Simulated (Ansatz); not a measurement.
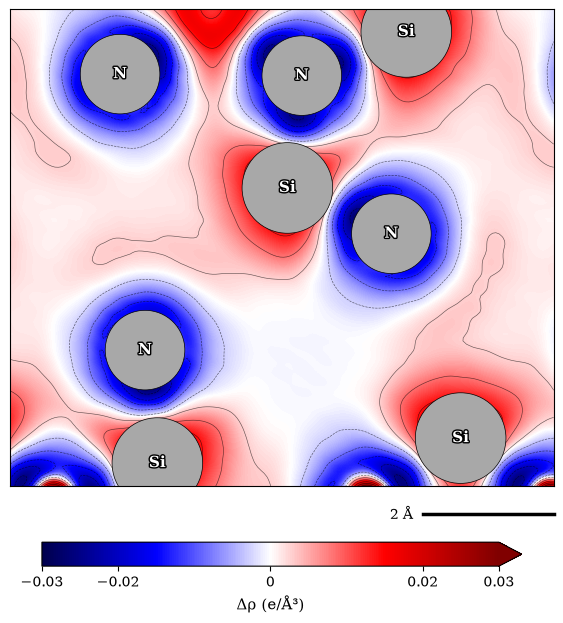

Si3N4. Difference of the valence pseudo-densities of two functionals at the same geometry, on the (001) plane of the calculation cell: one of PBE and r2SCAN less the other.

Both computed with Ansatz (plane waves, PAW), on the same k-point mesh. Grey discs cover the atomic cores.

```yaml
crystal:
  lattice:
    - [7.60440, 0.00000, 0.00000]
    - [-3.80220, 6.58560, 0.00000]
    - [0.00000, 0.00000, 2.90630]
  atoms:
    - { symbol: Si, position: [0.76798, 0.17409, 0.25000] }
    - { symbol: Si, position: [0.59389, 0.76798, 0.75000] }
    - { symbol: Si, position: [0.82591, 0.59389, 0.25000] }
    - { symbol: Si, position: [0.23202, 0.82591, 0.75000] }
    - { symbol: Si, position: [0.40611, 0.23202, 0.25000] }
    - { symbol: Si, position: [0.17409, 0.40611, 0.75000] }
    - { symbol: N, position: [0.02997, 0.32988, 0.25000] }
    - { symbol: N, position: [0.70009, 0.02997, 0.75000] }
    - { symbol: N, position: [0.67012, 0.70009, 0.25000] }
    - { symbol: N, position: [0.97003, 0.67012, 0.75000] }
    - { symbol: N, position: [0.29991, 0.97003, 0.25000] }
    - { symbol: N, position: [0.32988, 0.29991, 0.75000] }
    - { symbol: N, position: [0.66667, 0.33333, 0.25000] }
    - { symbol: N, position: [0.33333, 0.66667, 0.75000] }
```

**Which was subtracted from which, and what does the map show?**

It is PBE less r2SCAN. Against r2SCAN, PBE gives less density around N (−0.014 e/Å³ on average at 0.8 Å from the nucleus) and a change of −0.012 e/Å³ at the midpoint of Si–N.
